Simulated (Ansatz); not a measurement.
## Run report: TaSi2, geometry relaxation (part 1 of 2)

TaSi2 (slab, 15 atoms in the cell), computed with DFT PBE, scalar-relativistic, plane waves, PAW, no spin polarisation (Ansatz 0.2.0).

The structure derives from an entry of the Crystallography Open Database. The input holds or restrains some coordinates. Forces given for the steps count only the free coordinates. It belongs to a series of runs on one base structure; here: clean surface, atoms relaxed.

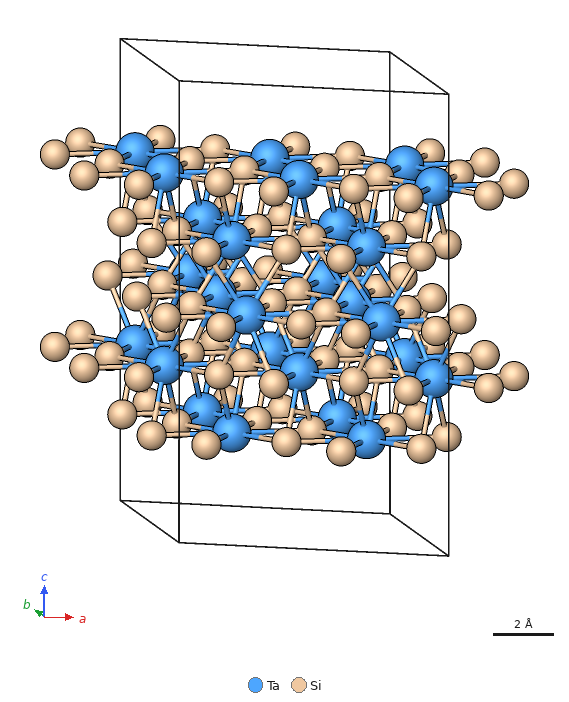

Fig. 1: The input geometry (ball-and-stick view of the 2 × 2 repeat of the cell, with the vacuum cut short, seen slightly off an axis; bonded neighbours outside the cell are drawn too). An atom can appear more than once, as a periodic image.

## Key numbers

| quantity | value |
| --- | --- |
| outcome | converged under the restraints of the input |
| electrons treated | 105 |
| free energy | −56020.6289 eV |
| work function, top face | 4.19 eV |
| work function, bottom face | 4.03 eV |
| Fermi energy | 3.270 eV |
| gap on the k-point mesh | none (metallic) |
| final volume | 568.92 Å³ |
| work function (upper face) | 4.19 eV |
| largest force (length of the vector) at the end, held atoms and coordinates included | 0.960 eV/Å |
| hardware | 2 threads of AMD EPYC (Zen 5), 64 GiB of memory available, shared host |
| wall time | 67 s (CPU time 2.2 min) |
| peak memory | 1.2 GiB |

## Remarks

Spin–orbit coupling is left out, which matters for Ta.

## Input
```yaml
crystal:
  lattice:
    - [4.77999938, 0.0, 0.0]
    - [-2.38999969, 4.13960089, 0.0]
    - [0.0, 0.0, 28.7520002662]
  atoms:
    - { symbol: Ta, position: [0.5, 0.5, 0.3478018888] }
    - { symbol: Si, position: [0.16665, 0.83335, 0.3478018888] }
    - { symbol: Si, position: [0.83335, 0.16665, 0.3478018888] }
    - { symbol: Ta, position: [0.0, 0.5, 0.4239009444] }
    - { symbol: Si, position: [0.6667, 0.83335, 0.4239009444] }
    - { symbol: Si, position: [0.3333, 0.16665, 0.4239009444] }
    - { symbol: Ta, position: [0.5, 0.0, 0.5] }
    - { symbol: Si, position: [0.83335, 0.6667, 0.5] }
    - { symbol: Si, position: [0.16665, 0.3333, 0.5] }
    - { symbol: Ta, position: [0.5, 0.5, 0.5760990556] }
    - { symbol: Si, position: [0.16665, 0.83335, 0.5760990556] }
    - { symbol: Si, position: [0.83335, 0.16665, 0.5760990556] }
    - { symbol: Ta, position: [0.0, 0.5, 0.6521981112] }
    - { symbol: Si, position: [0.6667, 0.83335, 0.6521981112] }
    - { symbol: Si, position: [0.3333, 0.16665, 0.6521981112] }
basis:
  ecutwfc: 420.0
  fft_grid_basis: typed
kpoints:
  mp_grid: { grid: [6, 6, 1] }
hamiltonian:
  xc: pbe
  pseudopotentials: { kind: paw }
scf:
  occupations: { method: gaussian, width: 0.1 }
output:
  forces: true
  eigenvalues: true
efield:
  axis: 3
  dipole_correction: true
  ramp_width: 0.04
relax:
  adjacent_minimum: "off"
  f_tol: 0.04
  max_steps: 40
  constraints: [{ sites: [0, 1, 2, 3, 4, 5] }]
```

Launched with:
```bash
ansatz run input.yaml --threads 2 --pin off --max-ram 4423MiB --backend cpu --events-out ev --progress --plain --runs-dir out
```

## Output
```
Engine: ansatz 0.2.0, x86_64-unknown-linux-gnu
Pseudopotentials: kind: paw
Pseudopotential: Ta, paw, valence charge 13, recommended cutoff 420 eV (normal), Ta.paw.azcp
Pseudopotential: Si, paw, valence charge 4, recommended cutoff 420 eV (normal), Si.paw.azcp
Functional definition: PBE
  parameter kappa = 0.804
  parameter beta = 0.06672455060314922
  exchange = pbe_x(kappa = kappa, mu = beta*pi^2/3)
  correlation = pbe_c(beta = beta)
Crystal: 15 atoms, lattice volume = 568.924 Å³
Basis set: ecut = 420 eV, 10963 PW (Γ), exchange–correlation on 64×64×400 points (8 copies of the dense FFT grid, shifted against one another)
Bands: 68, of which v1, the nominal top of the filled ones, is band 53 counted from 1 (52 counted from 0)
Symmetry: 2 space group operations
k-points: 20 of 36
Non-local potential: Ta, projectors of the file, l = 0: 3, l = 1: 2, l = 2: 2, l = 3: 1
Non-local potential: Si, projectors of the file, l = 0: 2, l = 1: 2, l = 2: 2
PAW form: soft (Blöchl's): semilocal exchange-correlation on the pseudo side does not see the compensation charge
PAW one-centre angular grid: Ta, 590 points (default); XC on 64 Gauss nodes
PAW one-centre angular grid: Si, 110 points (default); XC on 64 Gauss nodes
Initial density: superposition of atomic densities (neutral atoms: chi_scale 0, normalization atom), corrected by the library's trained network
Initial wavefunctions: pseudopotential atomic-orbital guess
Functional: x = pbe(κ = 0.804, μ = 0.2195149727645171), c = pbe(β = 0.06672455060314922)
SCF iter   1: F=—  HF=-56020.430181 eV  |F-HF|=—  |Δ(HF+E_count)|=         —  Δρ=4.12e-3  dr2=9.16e-1  ethr=1.77e-3  p=-0.000 e·Å  D=-6.72e-14 V/Å  ΔV_dip=0.00 eV  dr2_dipole=1.44e-12  V_vac-E_F(+/−)=4.15/4.15 eV  ⟨swp⟩=11.1  Hψ=8316  notcnv=0  defer=3
efield: sawtooth ramp at fractional position 0.9800 (placed from the atoms, in the widest stretch of the axis that holds none; the zero of the levels goes with the place), width 0.0400; the density the first Hamiltonian is built on has a dipole p = -0.000 e·Å; the dipole correction subtracts the counter field D = -6.72e-14 V/Å, which shifts the + side's vacuum level by +0.00 eV against the − side's; the planar-averaged density in the ramp window peaks in size at 8.0e-7 e/Å³
preconditioner: auto → LDOS  [metal: Δε(μ)=0.009 eV  Ē_g=6.612 eV  σ=0.100 eV  W_gap=0.05  n_scr=96 (ndim 8)  ℏωp=12.6 eV  f_vac=0.545  D(μ)=11.24/eV (n_scr^D=82)  β→1.0]
SCF iter   2: F=—  HF=-56020.392554 eV  |F-HF|=—  |Δ(HF+E_count)|=   3.76e-2  Δρ=1.62e-3  dr2=2.19e-2  ethr=8.73e-4  p=-0.000 e·Å  D=-1.12e-6 V/Å  ΔV_dip=0.00 eV  dr2_dipole=3.39e-9  V_vac-E_F(+/−)=4.05/4.05 eV  ⟨swp⟩=2.0  Hψ=1672  notcnv=0  defer=81
SCF iter   3: F=—  HF=-56020.393406 eV  |F-HF|=—  |Δ(HF+E_count)|=   8.52e-4  Δρ=6.87e-4  dr2=5.83e-3  ethr=2.08e-5  p=-0.000 e·Å  D=-3.70e-6 V/Å  ΔV_dip=0.00 eV  dr2_dipole=2.07e-9  V_vac-E_F(+/−)=4.06/4.06 eV  ⟨swp⟩=3.4  Hψ=2709  notcnv=0  defer=81
SCF iter   4: F=—  HF=-56020.392114 eV  |F-HF|=—  |Δ(HF+E_count)|=   1.29e-3  Δρ=1.18e-4  dr2=8.80e-5  ethr=5.55e-6  p=-0.000 e·Å  D=-1.86e-6 V/Å  ΔV_dip=0.00 eV  dr2_dipole=7.53e-10  V_vac-E_F(+/−)=4.05/4.05 eV  ⟨swp⟩=2.1  Hψ=1843  notcnv=0  defer=71
iter 5 did not close the SCF: its close was put off for the readings that it lacked (scf_convergence_deferred on its scf_iter line)
SCF iter   5: F=-56020.392186 eV  HF=-56020.392187 eV  |F-HF|=8.18e-7  |Δ(HF+E_count)|=   7.26e-5  Δρ=4.75e-5  dr2=2.39e-5  ethr=8.38e-8  p=-0.000 e·Å  D=-5.34e-7 V/Å  ΔV_dip=0.00 eV  dr2_dipole=1.33e-11  V_vac-E_F(+/−)=4.05/4.05 eV  ⟨swp⟩=2.9  Hψ=2637  notcnv=0  defer=67
SCF iter   6: F=-56020.392195 eV  HF=-56020.392196 eV  |F-HF|=9.96e-7  |Δ(HF+E_count)|=   9.39e-6  Δρ=1.71e-5  dr2=3.71e-6  ethr=2.27e-8  p=-0.000 e·Å  D=-7.50e-8 V/Å  ΔV_dip=0.00 eV  dr2_dipole=7.12e-12  V_vac-E_F(+/−)=4.05/4.05 eV  ⟨swp⟩=17.7  Hψ=8332  notcnv=0
SCF 1 converged in 6 iterations: F = -56020.392195 eV  dr2 = 3.71e-6
  greatest PAW one-centre occupation: 1.000 electrons in one spin orbital (limit 2), on the Ta atom at site 6 (counted from 0), in its partial waves of l = 0
relax step   1: F+E_penalty+E_count = -56020.39219496 eV  Δ(F+E_penalty+E_count) = +0.000e0 eV  max|allowed force component| = 9.449e-1 eV/Å  Δτ_max = 0.0000 Å  (6 SCF iters, dr2 threshold 4.00e-5 eV, accepted)
Initial density: handed on by an earlier stage of this run
Initial wavefunctions: those handed on with the density
SCF iter   1: F=—  HF=-56020.725563 eV  |F-HF|=—  |Δ(HF+E_count)|=         —  Δρ=7.06e-3  dr2=5.22e0  ethr=3.10e-3  p=0.000 e·Å  D=6.56e-7 V/Å  ΔV_dip=-0.00 eV  dr2_dipole=2.32e0  V_vac-E_F(+/−)=4.12/4.12 eV  ⟨swp⟩=4.2  Hψ=3290  notcnv=0  defer=116
efield: sawtooth ramp at fractional position 0.9800 (handed on by an earlier solve), width 0.0400; the density the first Hamiltonian is built on has a dipole p = 0.000 e·Å; the dipole correction subtracts the counter field D = 6.56e-7 V/Å, which shifts the + side's vacuum level by -0.00 eV against the − side's; the planar-averaged density in the ramp window peaks in size at 2.8e-6 e/Å³
preconditioner: auto → LDOS  [metal: Δε(μ)=0.029 eV  Ē_g=6.578 eV  σ=0.100 eV  W_gap=0.16  n_scr=96 (ndim 8)  ℏωp=12.6 eV  f_vac=0.542  D(μ)=9.48/eV (n_scr^D=56)  β→1.0]
SCF iter   2: F=—  HF=-56020.618141 eV  |F-HF|=—  |Δ(HF+E_count)|=   1.07e-1  Δρ=2.64e-3  dr2=1.51e-1  ethr=3.10e-3  p=-0.025 e·Å  D=-7.88e-3 V/Å  ΔV_dip=0.23 eV  dr2_dipole=2.67e-2  V_vac-E_F(+/−)=4.27/4.04 eV  ⟨swp⟩=1.4  Hψ=1591  notcnv=0  defer=133
SCF iter   3: F=—  HF=-56020.593183 eV  |F-HF|=—  |Δ(HF+E_count)|=   2.50e-2  Δρ=1.01e-3  dr2=3.60e-2  ethr=1.44e-4  p=-0.024 e·Å  D=-7.53e-3 V/Å  ΔV_dip=0.22 eV  dr2_dipole=9.57e-3  V_vac-E_F(+/−)=4.28/4.06 eV  ⟨swp⟩=3.6  Hψ=2887  notcnv=0  defer=164
SCF iter   4: F=—  HF=-56020.590461 eV  |F-HF|=—  |Δ(HF+E_count)|=   2.72e-3  Δρ=2.49e-4  dr2=2.28e-3  ethr=3.43e-5  p=-0.025 e·Å  D=-8.09e-3 V/Å  ΔV_dip=0.23 eV  dr2_dipole=5.66e-4  V_vac-E_F(+/−)=4.27/4.04 eV  ⟨swp⟩=1.9  Hψ=1881  notcnv=0  defer=159
SCF iter   5: F=—  HF=-56020.590441 eV  |F-HF|=—  |Δ(HF+E_count)|=   1.96e-5  Δρ=7.59e-5  dr2=1.31e-4  ethr=2.17e-6  p=-0.026 e·Å  D=-8.34e-3 V/Å  ΔV_dip=0.24 eV  dr2_dipole=3.69e-6  V_vac-E_F(+/−)=4.28/4.04 eV  ⟨swp⟩=2.0  Hψ=1617  notcnv=0  defer=159
SCF iter   6: F=-56020.590453 eV  HF=-56020.590457 eV  |F-HF|=3.91e-6  |Δ(HF+E_count)|=   1.57e-5  Δρ=2.52e-5  dr2=9.70e-6  ethr=5.32e-8  p=-0.027 e·Å  D=-8.48e-3 V/Å  ΔV_dip=0.24 eV  dr2_dipole=2.48e-7  V_vac-E_F(+/−)=4.28/4.03 eV  ⟨swp⟩=19.6  Hψ=9394  notcnv=0
SCF 2 converged in 6 iterations: F = -56020.590453 eV  dr2 = 9.70e-6
  greatest PAW one-centre occupation: 0.999 electrons in one spin orbital (limit 2), on the Ta atom at site 3 (counted from 0), in its partial waves of l = 0
relax step   2: F+E_penalty+E_count = -56020.59045288 eV  Δ(F+E_penalty+E_count) = -1.983e-1 eV  max|allowed force component| = 8.730e-1 eV/Å  Δτ_max = 0.1845 Å  (6 SCF iters, dr2 threshold 5.58e-5 eV, accepted)
SCF iter   1: F=—  HF=-56020.627507 eV  |F-HF|=—  |Δ(HF+E_count)|=         —  Δρ=1.82e-3  dr2=2.94e-1  ethr=1.95e-3  p=-0.027 e·Å  D=-8.48e-3 V/Å  ΔV_dip=0.24 eV  dr2_dipole=1.29e-1  V_vac-E_F(+/−)=4.26/4.02 eV  ⟨swp⟩=2.5  Hψ=1914  notcnv=0  defer=160
efield: sawtooth ramp at fractional position 0.9800 (handed on by an earlier solve), width 0.0400; the density the first Hamiltonian is built on has a dipole p = -0.027 e·Å; the dipole correction subtracts the counter field D = -8.48e-3 V/Å, which shifts the + side's vacuum level by +0.24 eV against the − side's; the planar-averaged density in the ramp window peaks in size at 1.9e-6 e/Å³
preconditioner: auto → LDOS  [metal: Δε(μ)=0.006 eV  Ē_g=6.563 eV  σ=0.100 eV  W_gap=0.03  n_scr=96 (ndim 8)  ℏωp=12.6 eV  f_vac=0.542  D(μ)=11.92/eV (n_scr^D=82)  β→1.0]
SCF iter   2: F=—  HF=-56020.625761 eV  |F-HF|=—  |Δ(HF+E_count)|=   1.75e-3  Δρ=8.86e-4  dr2=1.86e-2  ethr=2.80e-4  p=-0.020 e·Å  D=-6.36e-3 V/Å  ΔV_dip=0.18 eV  dr2_dipole=3.33e-3  V_vac-E_F(+/−)=4.22/4.04 eV  ⟨swp⟩=1.2  Hψ=1584  notcnv=0  defer=162
SCF iter   3: F=—  HF=-56020.622947 eV  |F-HF|=—  |Δ(HF+E_count)|=   2.81e-3  Δρ=3.12e-4  dr2=1.98e-3  ethr=1.77e-5  p=-0.020 e·Å  D=-6.21e-3 V/Å  ΔV_dip=0.18 eV  dr2_dipole=1.96e-4  V_vac-E_F(+/−)=4.21/4.04 eV  ⟨swp⟩=3.0  Hψ=2253  notcnv=0  defer=162
SCF iter   4: F=—  HF=-56020.622723 eV  |F-HF|=—  |Δ(HF+E_count)|=   2.24e-4  Δρ=9.21e-5  dr2=1.28e-4  ethr=1.88e-6  p=-0.019 e·Å  D=-6.08e-3 V/Å  ΔV_dip=0.17 eV  dr2_dipole=2.04e-7  V_vac-E_F(+/−)=4.21/4.04 eV  ⟨swp⟩=2.0  Hψ=2129  notcnv=0  defer=162
SCF iter   5: F=-56020.622715 eV  HF=-56020.622733 eV  |F-HF|=1.77e-5  |Δ(HF+E_count)|=   9.44e-6  Δρ=4.35e-5  dr2=2.64e-5  ethr=4.54e-8  p=-0.018 e·Å  D=-5.88e-3 V/Å  ΔV_dip=0.17 eV  dr2_dipole=1.50e-6  V_vac-E_F(+/−)=4.20/4.04 eV  ⟨swp⟩=16.4  Hψ=9439  notcnv=0
SCF 3 converged in 5 iterations: F = -56020.622715 eV  dr2 = 2.64e-5
  greatest PAW one-centre occupation: 1.000 electrons in one spin orbital (limit 2), on the Ta atom at site 3 (counted from 0), in its partial waves of l = 0
relax step   3: F+E_penalty+E_count = -56020.62271496 eV  Δ(F+E_penalty+E_count) = -3.226e-2 eV  max|allowed force component| = 1.031e-1 eV/Å  Δτ_max = 0.0544 Å  (5 SCF iters, dr2 threshold 4.76e-5 eV, accepted)
SCF iter   1: F=—  HF=-56020.629196 eV  |F-HF|=—  |Δ(HF+E_count)|=         —  Δρ=1.03e-3  dr2=1.35e-2  ethr=1.18e-3  p=-0.018 e·Å  D=-5.88e-3 V/Å  ΔV_dip=0.17 eV  dr2_dipole=1.00e-4  V_vac-E_F(+/−)=4.21/4.04 eV  ⟨swp⟩=2.0  Hψ=1871  notcnv=0  defer=152
efield: sawtooth ramp at fractional position 0.9800 (handed on by an earlier solve), width 0.0400; the density the first Hamiltonian is built on has a dipole p = -0.018 e·Å; the dipole correction subtracts the counter field D = -5.88e-3 V/Å, which shifts the + side's vacuum level by +0.17 eV against the − side's; the planar-averaged density in the ramp window peaks in size at 1.9e-6 e/Å³
preconditioner: auto → LDOS  [metal: Δε(μ)=0.009 eV  Ē_g=6.568 eV  σ=0.100 eV  W_gap=0.05  n_scr=96 (ndim 8)  ℏωp=12.6 eV  f_vac=0.543  D(μ)=11.50/eV (n_scr^D=82)  β→1.0]
SCF iter   2: F=—  HF=-56020.629239 eV  |F-HF|=—  |Δ(HF+E_count)|=   4.32e-5  Δρ=8.69e-4  dr2=7.95e-3  ethr=1.29e-5  p=-0.018 e·Å  D=-5.73e-3 V/Å  ΔV_dip=0.16 eV  dr2_dipole=1.92e-6  V_vac-E_F(+/−)=4.20/4.03 eV  ⟨swp⟩=3.0  Hψ=2950  notcnv=0  defer=154
SCF iter   3: F=—  HF=-56020.627495 eV  |F-HF|=—  |Δ(HF+E_count)|=   1.74e-3  Δρ=1.27e-4  dr2=2.39e-4  ethr=7.57e-6  p=-0.018 e·Å  D=-5.75e-3 V/Å  ΔV_dip=0.17 eV  dr2_dipole=1.09e-5  V_vac-E_F(+/−)=4.20/4.03 eV  ⟨swp⟩=2.0  Hψ=1847  notcnv=0  defer=154
SCF iter   4: F=—  HF=-56020.627484 eV  |F-HF|=—  |Δ(HF+E_count)|=   1.08e-5  Δρ=3.07e-5  dr2=1.24e-5  ethr=2.27e-7  p=-0.018 e·Å  D=-5.73e-3 V/Å  ΔV_dip=0.16 eV  dr2_dipole=2.88e-7  V_vac-E_F(+/−)=4.20/4.03 eV  ⟨swp⟩=2.8  Hψ=2082  notcnv=0  defer=154
SCF iter   5: F=—  HF=-56020.627424 eV  |F-HF|=—  |Δ(HF+E_count)|=   6.00e-5  Δρ=1.17e-5  dr2=2.30e-6  ethr=1.19e-8  p=-0.018 e·Å  D=-5.71e-3 V/Å  ΔV_dip=0.16 eV  dr2_dipole=5.56e-7  V_vac-E_F(+/−)=4.20/4.03 eV  ⟨swp⟩=2.0  Hψ=1892  notcnv=0  defer=154
SCF iter   6: F=—  HF=-56020.627425 eV  |F-HF|=—  |Δ(HF+E_count)|=   9.19e-7  Δρ=5.10e-6  dr2=3.33e-7  ethr=2.20e-9  p=-0.018 e·Å  D=-5.71e-3 V/Å  ΔV_dip=0.16 eV  dr2_dipole=9.13e-9  V_vac-E_F(+/−)=4.20/4.03 eV  ⟨swp⟩=2.0  Hψ=1807  notcnv=0  defer=154
SCF iter   7: F=-56020.627425 eV  HF=-56020.627425 eV  |F-HF|=2.09e-8  |Δ(HF+E_count)|=   2.59e-7  Δρ=1.45e-6  dr2=3.06e-8  ethr=9.52e-11  p=-0.018 e·Å  D=-5.71e-3 V/Å  ΔV_dip=0.16 eV  dr2_dipole=3.43e-10  V_vac-E_F(+/−)=4.20/4.03 eV  ⟨swp⟩=16.9  Hψ=8059  notcnv=0
SCF 4 converged in 7 iterations: F = -56020.627425 eV  dr2 = 3.06e-8
relax step   4: F+E_penalty+E_count = -56020.62742496 eV  Δ(F+E_penalty+E_count) = -4.710e-3 eV  max|allowed force component| = 6.485e-2 eV/Å  Δτ_max = 0.0285 Å  (7 SCF iters, accepted)
SCF iter   1: F=—  HF=-56020.630278 eV  |F-HF|=—  |Δ(HF+E_count)|=         —  Δρ=6.46e-4  dr2=5.80e-3  ethr=5.36e-5  p=-0.018 e·Å  D=-5.71e-3 V/Å  ΔV_dip=0.16 eV  dr2_dipole=3.18e-4  V_vac-E_F(+/−)=4.20/4.03 eV  ⟨swp⟩=2.0  Hψ=2416  notcnv=0  defer=108
efield: sawtooth ramp at fractional position 0.9800 (handed on by an earlier solve), width 0.0400; the density the first Hamiltonian is built on has a dipole p = -0.018 e·Å; the dipole correction subtracts the counter field D = -5.71e-3 V/Å, which shifts the + side's vacuum level by +0.16 eV against the − side's; the planar-averaged density in the ramp window peaks in size at 1.7e-6 e/Å³
preconditioner: auto → LDOS  [metal: Δε(μ)=0.017 eV  Ē_g=6.565 eV  σ=0.100 eV  W_gap=0.09  n_scr=96 (ndim 8)  ℏωp=12.6 eV  f_vac=0.542  D(μ)=11.30/eV (n_scr^D=82)  β→1.0]
SCF iter   2: F=—  HF=-56020.629704 eV  |F-HF|=—  |Δ(HF+E_count)|=   5.74e-4  Δρ=5.53e-4  dr2=3.63e-3  ethr=5.53e-6  p=-0.018 e·Å  D=-5.61e-3 V/Å  ΔV_dip=0.16 eV  dr2_dipole=6.42e-5  V_vac-E_F(+/−)=4.19/4.03 eV  ⟨swp⟩=3.0  Hψ=2946  notcnv=0  defer=109
SCF iter   3: F=—  HF=-56020.628922 eV  |F-HF|=—  |Δ(HF+E_count)|=   7.82e-4  Δρ=7.50e-5  dr2=6.76e-5  ethr=3.46e-6  p=-0.017 e·Å  D=-5.52e-3 V/Å  ΔV_dip=0.16 eV  dr2_dipole=1.21e-6  V_vac-E_F(+/−)=4.19/4.03 eV  ⟨swp⟩=2.0  Hψ=1785  notcnv=0  defer=109
SCF iter   4: F=—  HF=-56020.628863 eV  |F-HF|=—  |Δ(HF+E_count)|=   5.87e-5  Δρ=2.23e-5  dr2=7.81e-6  ethr=6.44e-8  p=-0.017 e·Å  D=-5.47e-3 V/Å  ΔV_dip=0.16 eV  dr2_dipole=5.30e-7  V_vac-E_F(+/−)=4.19/4.03 eV  ⟨swp⟩=3.0  Hψ=2358  notcnv=0  defer=109
SCF iter   5: F=—  HF=-56020.628865 eV  |F-HF|=—  |Δ(HF+E_count)|=   2.08e-6  Δρ=1.02e-5  dr2=1.60e-6  ethr=7.44e-9  p=-0.017 e·Å  D=-5.43e-3 V/Å  ΔV_dip=0.16 eV  dr2_dipole=6.70e-12  V_vac-E_F(+/−)=4.19/4.03 eV  ⟨swp⟩=2.1  Hψ=2099  notcnv=0  defer=109
SCF iter   6: F=—  HF=-56020.628865 eV  |F-HF|=—  |Δ(HF+E_count)|=   1.95e-7  Δρ=3.04e-6  dr2=1.55e-7  ethr=1.52e-9  p=-0.017 e·Å  D=-5.42e-3 V/Å  ΔV_dip=0.16 eV  dr2_dipole=1.89e-8  V_vac-E_F(+/−)=4.19/4.03 eV  ⟨swp⟩=3.1  Hψ=2582  notcnv=0  defer=109
SCF iter   7: F=-56020.628865 eV  HF=-56020.628865 eV  |F-HF|=2.72e-8  |Δ(HF+E_count)|=   9.93e-8  Δρ=1.00e-6  dr2=1.02e-8  ethr=9.52e-11  p=-0.017 e·Å  D=-5.42e-3 V/Å  ΔV_dip=0.16 eV  dr2_dipole=3.56e-10  V_vac-E_F(+/−)=4.19/4.03 eV  ⟨swp⟩=15.2  Hψ=7279  notcnv=0
SCF 5 converged in 7 iterations: F = -56020.628865 eV  dr2 = 1.02e-8
relax step   5: F+E_penalty+E_count = -56020.62886542 eV  Δ(F+E_penalty+E_count) = -1.440e-3 eV  max|allowed force component| = 2.815e-2 eV/Å  Δτ_max = 0.0172 Å  (7 SCF iters, accepted)
```

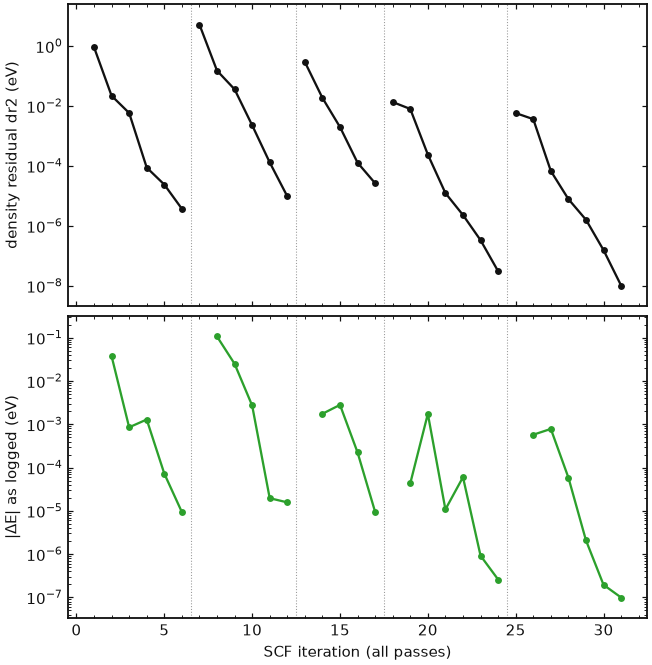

Fig. 2: Convergence of the self-consistent field: density residual dr2 and size of the energy change against the SCF iteration. The dotted lines part the SCF passes of the relaxation: geometry steps, rejected trials and re-solves on a re-selected basis. The 5 passes take 5 to 7 iterations each, 31 in all.
